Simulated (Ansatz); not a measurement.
**Run report: Si8O15, nudged elastic band (part 2 of 3)**

Si8O15 (defect cell, 23 atoms in the cell); DFT PBE-D3(BJ), scalar-relativistic, plane waves, PAW, PAW set soft_1, no spin polarisation (Ansatz 0.2.0); cutoff 420 eV, 2×2×2 k-mesh, Fermi–Dirac smearing of 0.05 eV. The structure derives from an entry of the Crystallography Open Database. One setting was made poor on purpose. It belongs to a series of runs on one base structure; here: band between the two ends.

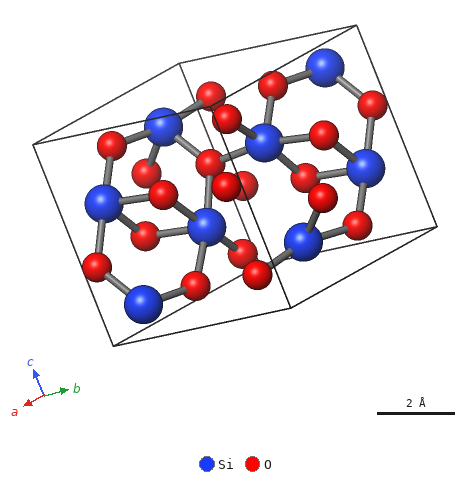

*The input geometry (ball-and-stick view of the reduced cell, seen at an oblique angle). An atom can appear more than once, as a periodic image.*

**Output, continued**
```
  k-point 0: bands = ["-12.2498", "-10.0841", "-10.0483", "-9.9602", "-9.7335", "-9.6226", "-9.2659", "-8.9704", "-8.9418", "-8.8825", "-8.8150", "-8.7985", "-8.2872", "-7.9195", "-7.9086", "-0.2953", "0.3887", "0.8172", "0.9774", "1.2576", "1.4580", "1.5675", "2.1776", "2.7128", "2.8381", "3.1881", "3.5362", "3.5519", "3.7181", "4.0387", "4.2091", "4.5106", "4.5510", "4.6658", "4.7303", "5.0426", "5.2786", "5.6991", "5.7157", "6.0705", "6.0989", "6.3748", "6.4015", "6.7363", "6.7633", "6.9527", "7.0920", "7.1378", "7.1532", "7.3764", "7.5934", "7.8813", "8.3328", "8.4196", "8.6301", "8.6415", "8.7593", "8.9760", "9.3694", "9.8722", "12.2416", "14.0303", "16.1119", "16.9689", "17.5747", "18.1098", "18.1610", "18.4536", "18.5367", "19.0085", "19.2466", "19.5963", "20.1455", "20.3581", "20.6127", "20.7180", "21.1542", "21.2121", "21.5345", "21.9924", "22.0574", "22.0704", "22.2072", "22.3049"]
  k-point 1: bands = ["-11.6513", "-11.3241", "-10.2693", "-10.0070", "-9.7443", "-9.5906", "-9.1152", "-8.9948", "-8.8732", "-8.6866", "-8.4743", "-8.3477", "-8.3024", "-8.1040", "-7.8037", "0.0293", "0.0925", "0.2058", "0.8878", "1.0552", "1.5865", "2.1538", "2.2693", "2.6296", "2.9524", "3.0082", "3.1892", "3.3981", "3.7822", "4.1170", "4.2527", "4.3923", "4.4746", "4.6467", "4.8029", "5.2003", "5.5909", "5.6788", "5.6988", "5.9287", "6.1067", "6.2931", "6.5071", "6.5977", "6.6017", "6.6988", "7.0872", "7.3130", "7.3560", "7.6215", "7.7411", "7.8760", "8.1660", "8.3014", "8.4789", "8.8000", "8.8699", "9.1284", "9.1950", "9.7631", "13.2401", "13.4959", "16.3530", "17.3033", "17.8693", "17.8990", "18.3756", "18.3763", "18.5711", "19.2118", "19.2369", "19.5258", "19.8963", "19.9958", "20.4412", "20.7373", "20.7909", "21.0393", "21.4737", "21.5133", "21.6388", "22.0176", "22.1796", "22.3018"]
  k-point 2: bands = ["-11.5084", "-11.3660", "-10.3056", "-10.2459", "-9.7994", "-9.6187", "-9.1621", "-8.8760", "-8.8518", "-8.7543", "-8.2988", "-8.2787", "-8.2001", "-8.0174", "-7.9369", "-0.3700", "0.3386", "0.4862", "0.7463", "1.2067", "1.4227", "2.0585", "2.3075", "2.3784", "2.4593", "2.6928", "3.3889", "3.6040", "3.6144", "4.0651", "4.2094", "4.5436", "4.8615", "5.0288", "5.1844", "5.4241", "5.4527", "5.6394", "5.7972", "6.0079", "6.2493", "6.3247", "6.4493", "6.5347", "6.5919", "6.8973", "6.9441", "7.0687", "7.3670", "7.3842", "7.7638", "7.8576", "8.1144", "8.4121", "8.4363", "8.8090", "8.9656", "8.9996", "9.2527", "9.4286", "12.7849", "14.3001", "16.6223", "16.9884", "17.2608", "18.2600", "18.4919", "18.7430", "18.8710", "18.9310", "19.1814", "19.3227", "19.5882", "19.8934", "19.9300", "20.7360", "20.7393", "21.0603", "21.2768", "21.7298", "21.8994", "21.9412", "22.1917", "22.4369"]
  k-point 7: bands = ["-11.5474", "-11.4073", "-10.2137", "-10.1132", "-9.8653", "-9.4177", "-9.1492", "-9.0335", "-9.0121", "-8.6737", "-8.5177", "-8.2217", "-8.1982", "-8.0085", "-7.8806", "-0.2254", "0.0045", "0.3720", "1.1632", "1.3141", "1.7872", "1.8587", "2.0663", "2.4685", "2.6388", "3.1141", "3.3794", "3.5427", "3.6119", "3.8198", "4.1033", "4.3946", "4.6070", "4.6377", "5.0857", "5.1088", "5.3643", "5.8232", "6.0072", "6.0174", "6.3229", "6.4069", "6.4654", "6.4765", "6.6553", "6.7759", "7.0324", "7.0890", "7.1817", "7.7388", "7.7759", "8.0489", "8.0563", "8.1706", "8.5766", "8.8313", "8.9046", "9.1226", "9.2617", "9.4697", "13.3847", "13.7289", "16.6115", "17.1990", "17.6570", "17.9658", "18.1550", "18.4565", "18.6428", "18.7909", "19.0813", "19.5020", "19.6415", "20.1259", "20.3591", "20.5823", "20.9544", "21.2173", "21.3927", "21.4848", "21.7208", "21.8539", "21.8743", "22.5318"]
this run last wrote the band of iteration 37 to [file]
--- NEB band (5 images, 37 band iterations, 652 SCF iterations) ---
  forward barrier  = 4.151752 eV
  backward barrier = 4.151425 eV
  lagrangian_above_aufbau_ev (what the smearing adds, to first order; not taken off the barriers): saddle image -0.016443 eV, end points -0.000000 and -0.000000 eV
  climbing image's point = of an order that was not read
  energies are F+E_penalty+E_count in eV, relative to image 0
  image     s (Å)  Δ vs image 0  max|band force component| (eV/Å)
      0    0.0000      0.000000                                 —
      1    0.6629      1.738819                          4.585e-2
  *   2    1.3199      4.151752                          3.106e-2
      3    1.9808      1.718820                          4.551e-2
      4    2.6464      0.000327                                 —
  climbing-image geometry (image 2):
  cell:  # Å, volume = 185.8453 Å³
    - [0.0, 5.0462, 4.4946]
    - [4.097, 0.0, 4.4946]
    - [4.097, 5.0462, 0.0]
  atoms:
    - { symbol: Si, position: [0.2099359451240157, 0.034885118823876474, 0.9479120315272411] }
    - { symbol: Si, position: [0.26499048904030503, 0.45053686601276083, 0.050372889998244685] }
    - { symbol: Si, position: [0.7889922184427354, 0.9636517514797855, 0.052983648221358814] }
    - { symbol: Si, position: [0.2031253552017275, 0.042388891060553796, 0.4540052147883613] }
    - { symbol: O, position: [0.4994655111197472, 0.49927194444046946, 0.0004510395506425735] }
    - { symbol: O, position: [0.26769387897634633, 0.14231447529954608, 0.618280501433624] }
    - { symbol: O, position: [0.36056904513921, 0.7140443344502234, 0.5251804023598123] }
    - { symbol: O, position: [0.45991994276843107, 0.10386508333420133, 0.15786793096909219] }
    - { symbol: O, position: [0.10333212180528206, 0.9720442549606356, 0.28512398518639115] }
    - { symbol: O, position: [0.23232974650276644, 0.3457687749074669, 0.8763692016810456] }
    - { symbol: O, position: [0.12146026405962257, 0.7847732431493222, 0.9848177263074052] }
    - { symbol: O, position: [0.03863686998592117, 0.3807249792913352, 0.34875217237162315] }
    - { symbol: Si, position: [0.693382763484869, 0.5511313420207351, 0.46637448619495625] }
    - { symbol: Si, position: [0.7957742196055525, 0.9561591499742733, 0.5469105752450109] }
    - { symbol: Si, position: [0.3055201091699855, 0.44742836835683586, 0.5345058599230303] }
    - { symbol: Si, position: [0.7339378417473633, 0.5479785135169074, 0.9505585404290071] }
    - { symbol: O, position: [0.8955601838492482, 0.026520227963042875, 0.7157879726870655] }
    - { symbol: O, position: [0.7665873778787515, 0.6527721031146099, 0.12454862106136388] }
    - { symbol: O, position: [0.8774652198372144, 0.21375470590196682, 0.01608279869329221] }
    - { symbol: O, position: [0.9602626153319463, 0.6178290923608613, 0.6521841183774193] }
    - { symbol: O, position: [0.7312212933571923, 0.8562188605012889, 0.3826322531489478] }
    - { symbol: O, position: [0.638344229493595, 0.28451181704410344, 0.475729947512076] }
    - { symbol: O, position: [0.5389909130781732, 0.8946796370351986, 0.8430465773329897] }
```

**The last band as extended XYZ (Å, eV, eV/Å)**
```
23
Lattice="0.0000 5.0462 4.4946 4.0970 0.0000 4.4946 4.0970 5.0462 0.0000" Properties=species:S:1:pos:R:3:forces:R:3 image=0 energy=-13621.12603
Si    4.0883    5.8048    1.1069   -0.0002  -0.0036  -0.0005
Si    1.9989    1.7620    3.4327    0.0074  -0.0049  -0.0143
Si    4.0829    4.2796    7.8381    0.0022   0.0036   0.0027
Si    2.0542    3.2714    1.1280    0.0009   0.0024  -0.0048
O     3.0077    3.1245    4.1288   -0.0053  -0.0028   0.0041
O     3.1446    4.4493    1.8793    0.0010   0.0005   0.0053
O     5.0649    4.4513    4.8381   -0.0030   0.0013  -0.0009
O     1.0751    3.1097    2.6104   -0.0070  -0.0011   0.0001
O     5.1911    1.9236    4.8419   -0.0016  -0.0024   0.0013
O     5.0333    5.6341    2.5904    0.0019   0.0002   0.0016
O     7.2397    5.6321    4.1326   -0.0008  -0.0020  -0.0034
O     2.9794    1.9379    1.8976   -0.0020  -0.0015   0.0073
Si    4.1411    5.8788    5.5797    0.0035   0.0014  -0.0028
Si    6.1384    6.8015    7.8505    0.0023  -0.0033   0.0041
Si    4.1060    4.2861    3.3571    0.0050   0.0072   0.0004
Si    6.1686    8.3562    5.5988    0.0069   0.0127   0.0152
O     3.0156    8.1373    4.1260   -0.0002  -0.0006  -0.0023
O     3.1546    4.4657    6.3605   -0.0110  -0.0111  -0.0021
O     0.9429    4.4273    4.8341    0.0001   0.0005   0.0021
O     5.2017    8.1576    7.0751   -0.0004   0.0033  -0.0056
O     5.0513    5.6436    7.0928    0.0026  -0.0036   0.0000
O     3.1532    5.6488    4.1151    0.0015  -0.0014  -0.0033
O     7.0546    6.9642    6.3324   -0.0038   0.0053  -0.0042
23
Lattice="0.0000 5.0462 4.4946 4.0970 0.0000 4.4946 4.0970 5.0462 0.0000" Properties=species:S:1:pos:R:3:forces:R:3 image=1 energy=-13619.38721
Si    4.0431    5.8424    1.0857   -0.0115  -0.1070  -0.0165
Si    2.0009    1.6428    3.3127   -0.5486   0.2690   0.7780
Si    4.1453    4.2672    7.8461   -0.3087   0.0309  -0.1414
Si    2.0467    3.2832    1.1091   -0.0524  -0.3493   0.1316
O     2.5444    2.8468    4.3060    3.5750   2.3387  -1.2807
O     3.1240    4.4502    1.8745   -0.1086  -0.2389   0.3198
O     5.0438    4.4082    4.8064   -0.3644  -0.5315  -0.1047
O     1.0602    3.1046    2.5529   -0.2137  -0.1954   0.2477
O     5.1662    1.9427    4.8295   -0.0563  -0.2004   0.0389
O     5.0137    5.6023    2.5709   -0.1217  -0.0087  -0.1091
O     7.2379    5.5901    4.0969   -0.2207  -0.0220   0.2655
O     2.9758    1.9517    1.9034   -0.2399  -0.1451   0.2145
Si    4.2442    5.9489    5.5432    0.3808   0.5709  -0.2670
Si    6.1641    6.7655    7.8757   -0.1101  -0.1574   0.0793
Si    4.0732    4.2996    3.3603    0.2075   0.3448  -0.0921
Si    6.1372    8.4673    5.7434   -0.1745  -0.3885  -0.0812
O     3.0375    8.1237    4.1358   -0.1652  -0.1681   0.0231
O     3.1797    4.4892    6.3746   -0.1795  -0.1949   0.0370
O     0.9315    4.4827    4.8897   -0.2249  -0.3185  -0.0419
O     5.1753    8.1537    7.1153   -0.3537   0.0490   0.2415
O     5.0792    5.6243    7.1274   -0.1125  -0.0841   0.0199
O     3.1173    5.5770    4.1230   -0.1344  -0.4098  -0.0800
O     7.0812    6.9742    6.4132   -0.4620  -0.0838  -0.1821
23
Lattice="0.0000 5.0462 4.4946 4.0970 0.0000 4.4946 4.0970 5.0462 0.0000" Properties=species:S:1:pos:R:3:forces:R:3 image=2 energy=-13616.97428
Si    4.0265    5.8427    1.1004    0.0067   0.0021  -0.0122
Si    2.0522    1.5914    3.2160   -0.0009   0.0287   0.0195
Si    4.1652    4.2488    7.8774   -0.0059  -0.0018   0.0120
Si    2.0337    3.3160    1.1035    0.0005  -0.0073   0.0075
O     2.0474    2.5227    4.4889   -0.0012  -0.0018  -0.0005
O     3.1162    4.4708    1.8428   -0.0079   0.0102   0.0072
O     5.0771    4.4697    4.8300    0.0182  -0.0026  -0.0159
O     1.0723    3.1175    2.5340    0.0312  -0.0075   0.0252
O     5.1506    1.9602    4.8334   -0.0152   0.0194  -0.0080
O     5.0071    5.5947    2.5983   -0.0253   0.0242  -0.0100
O     7.2500    5.5825    4.0732    0.0100   0.0176   0.0034
O     2.9887    1.9548    1.8849    0.0053  -0.0289  -0.0072
Si    4.1687    5.8524    5.5936    0.0034  -0.0118   0.0003
Si    6.1581    6.7755    7.8742   -0.0004   0.0079  -0.0075
Si    4.0230    4.2389    3.3842   -0.0032   0.0127  -0.0004
Si    6.1395    8.5003    5.7617    0.0010  -0.0296  -0.0188
O     3.0412    8.1312    4.1444    0.0147  -0.0182   0.0079
O     3.1847    4.4969    6.3795    0.0250  -0.0249   0.0100
O     0.9416    4.5090    4.9046   -0.0091  -0.0171  -0.0034
O     5.2032    8.1367    7.0929   -0.0060   0.0286   0.0072
O     5.0756    5.6207    7.1349    0.0082  -0.0103  -0.0069
O     3.1147    5.6218    4.1479   -0.0182   0.0031   0.0155
O     7.1195    6.9740    6.4438   -0.0308   0.0073  -0.0250
23
Lattice="0.0000 5.0462 4.4946 4.0970 0.0000 4.4946 4.0970 5.0462 0.0000" Properties=species:S:1:pos:R:3:forces:R:3 image=3 energy=-13619.40721
Si    4.0468    5.8243    1.1318    0.3101  -0.0308   0.1407
Si    2.0545    1.6249    3.2349    0.1730   0.3884   0.0836
Si    4.1485    4.2494    7.8918    0.0113   0.1084   0.0150
Si    2.0279    3.3259    1.1020    0.1105   0.1563  -0.0785
O     1.5471    2.1965    4.6732   -3.5695  -2.3351   1.2801
O     3.1127    4.4672    1.8506    0.1132   0.0832  -0.0181
O     5.0745    4.5142    4.8547    0.1327   0.4056   0.0786
O     1.1110    3.1173    2.5650    0.4616   0.0837   0.1835
O     5.1545    1.9678    4.8419    0.1648   0.1683  -0.0231
O     5.0123    5.6026    2.6031    0.1795   0.1946  -0.0374
O     7.2602    5.6093    4.0882    0.2250   0.3192   0.0430
O     3.0167    1.9380    1.8624    0.3509  -0.0490  -0.2397
Si    4.1191    5.7924    5.6172   -0.2040  -0.3389   0.0900
Si    6.1452    6.8085    7.8686    0.0525   0.3487  -0.1313
Si    3.9477    4.1425    3.4346   -0.3774  -0.5665   0.2656
Si    6.1911    8.4483    5.6643    0.5465  -0.2723  -0.7774
O     3.0256    8.1489    4.1482    0.0556   0.2011  -0.0393
O     3.1782    4.4893    6.4067    0.1212   0.0078   0.1077
O     0.9539    4.5013    4.8806    0.2210   0.0210  -0.2655
O     5.2161    8.1401    7.0744    0.2374   0.1448  -0.2128
O     5.0679    5.6414    7.1031    0.1088   0.2380  -0.3187
O     3.1481    5.6832    4.1711    0.3626   0.5283   0.1024
O     7.1317    6.9871    6.4245    0.2127   0.1952  -0.2484
23
Lattice="0.0000 5.0462 4.4946 4.0970 0.0000 4.4946 4.0970 5.0462 0.0000" Properties=species:S:1:pos:R:3:forces:R:3 image=4 energy=-13621.12571
Si    4.1093    5.8115    1.1389   -0.0059   0.0036  -0.0009
Si    2.0246    1.7391    3.3818   -0.0026  -0.0217  -0.0202
Si    4.1028    4.2869    7.8707    0.0031   0.0002  -0.0005
Si    2.0536    3.2893    1.1277   -0.0045   0.0079  -0.0072
O     1.0843    1.9195    4.8503    0.0170   0.0108  -0.0161
O     3.1407    4.4480    1.8854    0.0054   0.0025   0.0007
O     5.0380    4.4420    4.8631    0.0034  -0.0031  -0.0065
O     1.1360    3.1276    2.6446    0.0057  -0.0082   0.0161
O     5.1761    1.9535    4.8513    0.0017   0.0028   0.0082
O     5.0382    5.6267    2.6178    0.0029   0.0101  -0.0039
O     7.2485    5.6633    4.1439   -0.0023   0.0056   0.0008
O     2.9897    1.9341    1.9032   -0.0027  -0.0020   0.0064
Si    4.0843    5.8049    5.6212   -0.0029  -0.0086   0.0098
Si    6.1376    6.8198    7.8496   -0.0090  -0.0029   0.0002
Si    4.0563    4.2181    3.3953   -0.0119  -0.0148   0.0021
Si    6.1932    8.3276    5.5432   -0.0102   0.0165   0.0256
O     3.0002    8.1674    4.1359    0.0041   0.0044   0.0002
O     3.1579    4.4569    6.3871   -0.0024  -0.0014  -0.0022
O     0.9520    4.4590    4.8451   -0.0024  -0.0008   0.0009
O     5.2124    8.1539    7.0799    0.0041   0.0001  -0.0027
O     5.0467    5.6420    7.0984   -0.0026   0.0008  -0.0023
O     3.1266    5.6392    4.1398    0.0037  -0.0037  -0.0079
O     7.1164    6.9808    6.3675    0.0084   0.0019  -0.0006
```

The run was set up as follows.

**The input**
```yaml
crystal:
  lattice:
    - [0.0, 5.0462, 4.4946]
    - [4.097, 0.0, 4.4946]
    - [4.097, 5.0462, 0.0]
  atoms:
    - { symbol: Si, position: [0.19936911, 0.04690668, 0.95095751] }
    - { symbol: Si, position: [0.31250025, 0.45123359, 0.03667155] }
    - { symbol: Si, position: [0.79770663, 0.94619127, 0.05037906] }
    - { symbol: Si, position: [0.19893423, 0.05204268, 0.44934888] }
    - { symbol: O, position: [0.40183027, 0.51679079, 0.217341] }
    - { symbol: O, position: [0.26615438, 0.15197502, 0.61555732] }
    - { symbol: O, position: [0.36114333, 0.71527731, 0.52095912] }
    - { symbol: O, position: [0.46729946, 0.11347745, 0.1489429] }
    - { symbol: O, position: [0.09571219, 0.98154845, 0.28549391] }
    - { symbol: O, position: [0.23216301, 0.34417404, 0.88434868] }
    - { symbol: O, position: [0.134249, 0.78520365, 0.98185908] }
    - { symbol: O, position: [0.03950159, 0.38268833, 0.34453196] }
    - { symbol: Si, position: [0.69782524, 0.5436074, 0.46716874] }
    - { symbol: Si, position: [0.79811747, 0.94854305, 0.5497229] }
    - { symbol: Si, position: [0.29704666, 0.44987563, 0.55232088] }
    - { symbol: Si, position: [0.69798776, 0.54768744, 0.95794979] }
    - { symbol: O, position: [0.89725741, 0.02074377, 0.71531161] }
    - { symbol: O, position: [0.76505665, 0.65008827, 0.11989685] }
    - { symbol: O, position: [0.86137532, 0.21416215, 0.01598551] }
    - { symbol: O, position: [0.96054068, 0.61359373, 0.65604666] }
    - { symbol: O, position: [0.73176508, 0.84630582, 0.38662102] }
    - { symbol: O, position: [0.63268002, 0.28288339, 0.48674408] }
    - { symbol: O, position: [0.53353054, 0.87535718, 0.84654797] }
basis:
  ecutwfc: 420.0
kpoints:
  mp_grid: { grid: [2, 2, 2] }
hamiltonian:
  xc: pbe
  dispersion: d3bj
  pseudopotentials: { kind: paw, azcp: { folder: soft_1 } }
scf:
  occupations: { method: fermi_dirac, width: 0.05 }
  lower_state_search: "off"
  max_iter: 70
neb:
  images: 3
  f_tol: 0.05
  max_iterations: 50
  order_check: false
  max_displacement: 0.5
  optimiser: fire
  final_atoms:
    - { symbol: Si, position: [0.20101821, 0.05236806, 0.95063819] }
    - { symbol: Si, position: [0.30144181, 0.45096644, 0.0431974] }
    - { symbol: Si, position: [0.79963562, 0.95150695, 0.04989979] }
    - { symbol: Si, position: [0.20074112, 0.05015158, 0.45108622] }
    - { symbol: O, position: [0.59742994, 0.48171527, -0.21705432] }
    - { symbol: O, position: [0.26718353, 0.15230357, 0.61428031] }
    - { symbol: O, position: [0.36628009, 0.71570501, 0.51398419] }
    - { symbol: O, position: [0.46545378, 0.12293861, 0.15434666] }
    - { symbol: O, position: [0.10154674, 0.9778149, 0.28558069] }
    - { symbol: O, position: [0.23387886, 0.34855644, 0.88116667] }
    - { symbol: O, position: [0.13753436, 0.78444644, 0.98476347] }
    - { symbol: O, position: [0.0384961, 0.38495181, 0.34477331] }
    - { symbol: Si, position: [0.70205838, 0.54860821, 0.4482941] }
    - { symbol: Si, position: [0.79992607, 0.94652137, 0.55154984] }
    - { symbol: Si, position: [0.30061912, 0.45479826, 0.53527161] }
    - { symbol: Si, position: [0.68597436, 0.54733677, 0.96430159] }
    - { symbol: O, position: [0.90320571, 0.01698421, 0.71531939] }
    - { symbol: O, position: [0.76674105, 0.65430905, 0.11647091] }
    - { symbol: O, position: [0.86462358, 0.21334957, 0.01901229] }
    - { symbol: O, position: [0.95939864, 0.61579932, 0.65645712] }
    - { symbol: O, position: [0.73280125, 0.84652526, 0.3852771] }
    - { symbol: O, position: [0.63771778, 0.28334629, 0.47979139] }
    - { symbol: O, position: [0.53154393, 0.88514659, 0.85184209] }
```

Launched with:
```bash
ansatz run input.yaml --threads 1 --pin off --max-ram 3072MiB --backend cpu --events-out ev --progress --plain --runs-dir out
```

**Summary**

```csv
quantity,value
outcome,converged
"barrier, forward",4.152 eV
"barrier, backward",4.151 eV
electrons treated,122
hardware,"1 thread of Intel Xeon (Granite Rapids), 32 GiB of memory available, shared host"
wall time,5.4 min
peak memory,0.71 GiB
```
